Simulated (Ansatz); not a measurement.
Single-point calculation of TaN (part 2 of 2)

Continued. System: TaN (slab, 32 atoms in the cell). Method: DFT PBE+D3(BJ), scalar-relativistic, plane waves, PAW, no spin polarisation (Ansatz 0.2.0); cutoff 420 eV, 4×3×1 k-mesh, Gaussian smearing of 0.1 eV. The structure derives from an entry of the Crystallography Open Database. It belongs to a series of runs on one base structure; here: the slab at its places in the relaxed adsorbed structure.

Output, continued
```
  k-point 0: bands = ["-64.8012", "-64.7671", "-64.7644", "-64.7285", "-64.7282", "-64.7096", "-64.6664", "-64.6422", "-64.4833", "-64.4488", "-64.4440", "-64.4093", "-64.3115", "-64.2907", "-64.2743", "-64.2548", "-31.8400", "-31.7851", "-31.6874", "-31.6785", "-31.5981", "-31.5941", "-31.5914", "-31.5535", "-31.5345", "-31.5272", "-31.5175", "-31.4472", "-31.4337", "-31.4267", "-31.4197", "-31.4177", "-31.4161", "-31.3366", "-31.3272", "-31.3190", "-31.2053", "-31.1723", "-31.1600", "-31.1487",
      "-31.1297", "-31.1281", "-31.0453", "-31.0366", "-31.0110", "-31.0066", "-30.9811", "-30.9717", "-30.8926", "-30.8904", "-30.8654", "-30.7721", "-30.7682", "-30.7668", "-30.7602", "-30.7525", "-30.7416", "-30.7399", "-30.7261", "-30.7104", "-30.6960", "-30.6305", "-30.4877", "-30.4534", "-13.3479", "-12.2514", "-11.8709", "-11.8411", "-11.7706", "-11.7394", "-11.6423", "-11.6005", "-11.4435", "-11.0140", "-10.9776", "-10.8659", "-10.8575", "-10.4942", "-10.4367", "-10.4117",
      "-4.5867", "-3.8844", "-3.8714", "-3.8573", "-3.4340", "-3.2517", "-3.2001", "-3.1258", "-3.0159", "-2.9899", "-2.7964", "-2.6661", "-2.5786", "-2.4994", "-2.2576", "-2.2355", "-1.8707", "-1.6894", "-1.6734", "-1.5777", "-1.3380", "-1.2834", "-1.2502", "-1.1798", "-1.1100", "-1.0753", "-1.0463", "-0.8523", "-0.7996", "-0.7345", "-0.6985", "-0.5102", "-0.5093", "-0.2950", "-0.2500", "-0.2102", "-0.0606", "-0.0315", "-0.0130", "0.0247",
      "0.2030", "0.2515", "0.3356", "0.5593", "0.7404", "0.8501", "0.8804", "1.0477", "1.1127", "1.4061", "1.5640", "1.6443", "1.7401", "2.0742", "2.4560", "2.4938", "2.8225", "3.1156", "3.1954", "3.1982", "3.4498", "3.7464", "4.0248", "4.0908", "4.1830", "4.1863", "4.4149", "4.4449", "4.4867", "4.5446", "4.8484", "5.0927", "5.4264", "5.6262", "5.6303", "5.7852", "6.0288", "6.0461", "6.1131", "6.1304",
      "6.3990", "6.4431", "6.6946", "6.7391", "6.7931", "6.8289", "6.8636", "6.9492", "7.0265", "7.1222", "7.1440", "7.1809", "7.3054", "7.3112", "7.3535", "7.4975"]
  k-point 1: bands = ["-64.8012", "-64.7665", "-64.7651", "-64.7285", "-64.7282", "-64.7096", "-64.6664", "-64.6422", "-64.4833", "-64.4489", "-64.4440", "-64.4093", "-64.3111", "-64.2911", "-64.2743", "-64.2548", "-31.8376", "-31.7818", "-31.6775", "-31.6231", "-31.6143", "-31.5943", "-31.5940", "-31.5652", "-31.5333", "-31.5310", "-31.5279", "-31.4670", "-31.4443", "-31.4408", "-31.4130", "-31.4066", "-31.4047", "-31.3803", "-31.3354", "-31.3339", "-31.1761", "-31.1592", "-31.1532", "-31.1466",
      "-31.1376", "-31.1278", "-31.0429", "-31.0370", "-31.0129", "-31.0049", "-30.9828", "-30.9762", "-30.8863", "-30.8576", "-30.8535", "-30.7958", "-30.7771", "-30.7690", "-30.7645", "-30.7490", "-30.7485", "-30.7395", "-30.7252", "-30.7109", "-30.6799", "-30.6426", "-30.4810", "-30.4587", "-13.0930", "-12.4630", "-12.0751", "-11.7597", "-11.7508", "-11.7255", "-11.6431", "-11.6013", "-11.3349", "-11.1203", "-10.8774", "-10.8634", "-10.8551", "-10.5976", "-10.4315", "-10.4197",
      "-4.2627", "-3.8881", "-3.8744", "-3.7685", "-3.7493", "-3.6216", "-3.6120", "-3.2061", "-3.0646", "-2.9969", "-2.9739", "-2.7171", "-2.6897", "-2.4460", "-2.4242", "-2.4138", "-2.0599", "-1.5312", "-1.4751", "-1.4535", "-1.1785", "-1.0797", "-1.0610", "-1.0487", "-1.0441", "-0.9348", "-0.9208", "-0.6373", "-0.5768", "-0.5406", "-0.4657", "-0.3916", "-0.3391", "-0.3380", "-0.1789", "-0.1599", "-0.1282", "-0.0619", "-0.0035", "0.1310",
      "0.1627", "0.2687", "0.2862", "0.5098", "0.5653", "0.6400", "0.7511", "1.1510", "1.1890", "1.1985", "2.0629", "2.1227", "2.1646", "2.4034", "2.5760", "2.5795", "2.8145", "2.9251", "3.0521", "3.0625", "3.5393", "3.6151", "3.8500", "3.8877", "3.8993", "3.9123", "4.4470", "4.5604", "4.5894", "4.6177", "4.7066", "5.1356", "5.2614", "5.2632", "5.3307", "5.5910", "5.7799", "5.8197", "5.8218", "6.1732",
      "6.1745", "6.4929", "6.6489", "6.7081", "6.8436", "6.8730", "6.9010", "6.9790", "7.0686", "7.1061", "7.1965", "7.3284", "7.4088", "7.4669", "7.5029", "7.5122"]
  k-point 2: bands = ["-64.7998", "-64.7615", "-64.7591", "-64.7341", "-64.7336", "-64.7033", "-64.6728", "-64.6435", "-64.4777", "-64.4496", "-64.4431", "-64.4151", "-64.3060", "-64.2855", "-64.2797", "-64.2601", "-31.7425", "-31.6927", "-31.6632", "-31.6402", "-31.5750", "-31.5643", "-31.5540", "-31.5451", "-31.5090", "-31.5060", "-31.4918", "-31.4253", "-31.4242", "-31.4181", "-31.4127", "-31.3581", "-31.3551", "-31.3401", "-31.3306", "-31.3009", "-31.1980", "-31.1885", "-31.1852", "-31.1786",
      "-31.1153", "-31.1069", "-31.1012", "-31.0846", "-31.0432", "-31.0273", "-31.0096", "-30.9965", "-30.8701", "-30.8661", "-30.8620", "-30.8507", "-30.8409", "-30.8115", "-30.7965", "-30.7711", "-30.7600", "-30.7494", "-30.7415", "-30.7213", "-30.6924", "-30.6389", "-30.5801", "-30.5455", "-13.1060", "-12.1196", "-11.9555", "-11.9213", "-11.8038", "-11.7192", "-11.6898", "-11.6236", "-11.3753", "-10.9699", "-10.9564", "-10.9249", "-10.8616", "-10.5383", "-10.4817", "-10.4165",
      "-4.2571", "-3.6624", "-3.6457", "-3.6246", "-3.2852", "-3.2485", "-3.2216", "-3.1347", "-2.8759", "-2.8672", "-2.7075", "-2.5305", "-2.4442", "-2.4185", "-2.2797", "-2.2538", "-2.0025", "-1.8803", "-1.6078", "-1.5879", "-1.4701", "-1.3834", "-1.2817", "-1.2130", "-1.2001", "-0.9994", "-0.8992", "-0.8741", "-0.8379", "-0.8159", "-0.6868", "-0.6664", "-0.4934", "-0.2817", "-0.2671", "-0.1720", "-0.1425", "-0.0265", "-0.0105", "0.1158",
      "0.1583", "0.1853", "0.3560", "0.3974", "0.4411", "0.5136", "0.7309", "0.7991", "1.4153", "1.7817", "1.9134", "2.0146", "2.2033", "2.2279", "2.5332", "2.5865", "2.6728", "2.9879", "3.0411", "3.1654", "3.2744", "3.7983", "3.9113", "3.9406", "3.9635", "4.0841", "4.1385", "4.3014", "4.4126", "4.5625", "4.9091", "5.1887", "5.2184", "5.2769", "5.4319", "5.5697", "5.6764", "5.7386", "5.9291", "6.0797",
      "6.1061", "6.3892", "6.6073", "6.6864", "6.7321", "6.7784", "6.7969", "6.8422", "7.0034", "7.0564", "7.1808", "7.3435", "7.3962", "7.4072", "7.4389", "7.5156"]
  k-point 6: bands = ["-64.7985", "-64.7481", "-64.7473", "-64.7469", "-64.7461", "-64.6886", "-64.6875", "-64.6449", "-64.4667", "-64.4606", "-64.4304", "-64.4279", "-64.2932", "-64.2924", "-64.2734", "-64.2724", "-31.6115", "-31.5960", "-31.5842", "-31.5683", "-31.5499", "-31.5389", "-31.5327", "-31.5115", "-31.5005", "-31.4976", "-31.4716", "-31.4358", "-31.4234", "-31.4053", "-31.3938", "-31.3742", "-31.3341", "-31.3149", "-31.2969", "-31.2710", "-31.1912", "-31.1895", "-31.1840", "-31.1700",
      "-31.1274", "-31.1021", "-31.0986", "-31.0930", "-31.0656", "-31.0615", "-31.0586", "-31.0562", "-30.9512", "-30.9266", "-30.9227", "-30.8941", "-30.8287", "-30.8019", "-30.7932", "-30.7878", "-30.7799", "-30.7740", "-30.7681", "-30.7375", "-30.7016", "-30.6802", "-30.6586", "-30.6465", "-12.6040", "-12.3488", "-12.1337", "-11.9184", "-11.7730", "-11.7455", "-11.6733", "-11.6129", "-11.2427", "-11.1037", "-10.9948", "-10.8331", "-10.7867", "-10.6561", "-10.5381", "-10.3968",
      "-3.7201", "-3.5339", "-3.4143", "-3.2950", "-3.2810", "-3.2019", "-3.1115", "-2.8688", "-2.8366", "-2.7979", "-2.6746", "-2.6489", "-2.3860", "-2.2657", "-2.2459", "-2.2249", "-2.0108", "-1.9864", "-1.8470", "-1.7064", "-1.5438", "-1.4063", "-1.3414", "-1.2987", "-1.2796", "-1.0960", "-1.0909", "-0.9771", "-0.7605", "-0.6518", "-0.6427", "-0.5931", "-0.4291", "-0.3692", "-0.3097", "-0.1456", "-0.0900", "-0.0372", "-0.0238", "0.0157",
      "0.0521", "0.1728", "0.2369", "0.3827", "0.4212", "0.4847", "0.5981", "0.7890", "1.7426", "1.9159", "2.1090", "2.3567", "2.4074", "2.5524", "2.6167", "2.6551", "2.8660", "2.8834", "2.9290", "3.0595", "3.1655", "3.4160", "3.6438", "3.6588", "3.6999", "3.7325", "3.7841", "4.3096", "4.7951", "4.8544", "4.9169", "4.9906", "5.0235", "5.0605", "5.2770", "5.3136", "5.4281", "5.6573", "5.7098", "5.8264",
      "5.9989", "6.1911", "6.2290", "6.3244", "6.3946", "6.4368", "6.5636", "6.7727", "6.8105", "6.9970", "7.0395", "7.1753", "7.2658", "7.2873", "7.3452", "7.4543"]
```

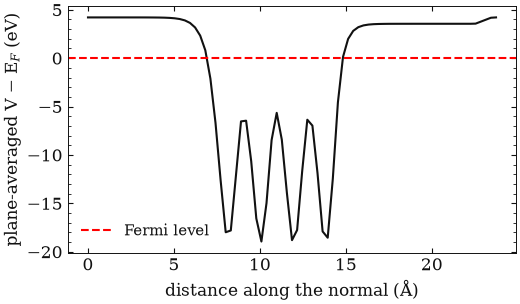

*Plane average of the electrostatic potential energy of an electron across the cell, from the Fermi level.*

The vacuum level lies 3.55 eV above the Fermi level on the upper side and 4.21 eV on the lower.

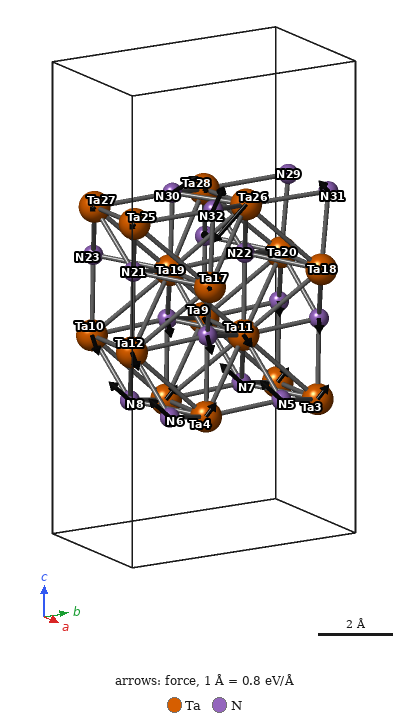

*Forces on the atoms as black arrows (ball-and-stick view of the cell of the calculation, with the vacuum cut short, seen slightly off an axis; atoms are numbered from 1 in the order of the input); the smallest are left out.*

The largest act on Ta26 (1.12 eV/Å); N32 (0.76 eV/Å); N30 (0.74 eV/Å); N5, N7 (0.69 eV/Å), among others. The geometry is not a stationary point of this energy.

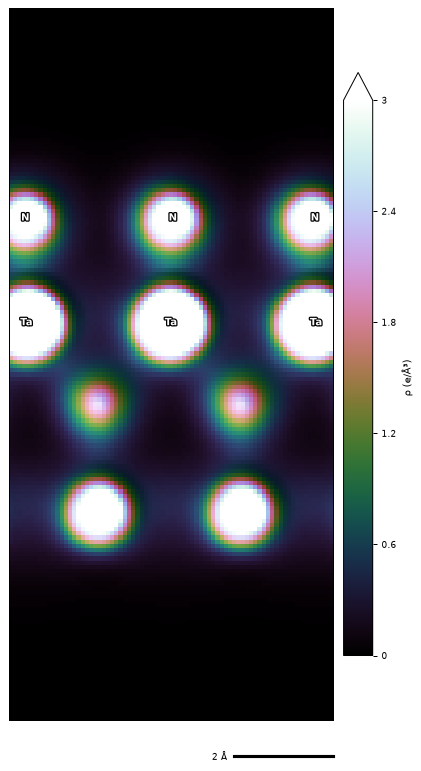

*Valence charge density (pseudo) on the (010) plane of the calculation cell, a cut from vacuum to vacuum.*

Atoms in the plane: Ta and N. Ta–N (2.12 Å): the density is about 0.7 e/Å³ at the midpoint. Ta–Ta (2.92 Å): the density is about 0.3 e/Å³ at the midpoint. The density dies away to nearly zero in the vacuum. In a PAW calculation such maps are meaningful between the atoms, not at the nuclei.

Summary

| quantity | value |
| --- | --- |
| outcome | converged |
| electrons treated | 288 |
| free energy | −165089.7077 eV |
| work function, top face | 3.55 eV |
| work function, bottom face | 4.21 eV |
| Fermi energy | 3.853 eV |
| gap on the k-point mesh | none (metallic) |
| work function (upper face) | 3.55 eV |
| largest force (length of the vector) | 1.118 eV/Å |
| wall time | 52 s (CPU time 3.4 min) |
| peak memory | 3.5 GiB |

Spin–orbit coupling is left out, which matters for Ta.
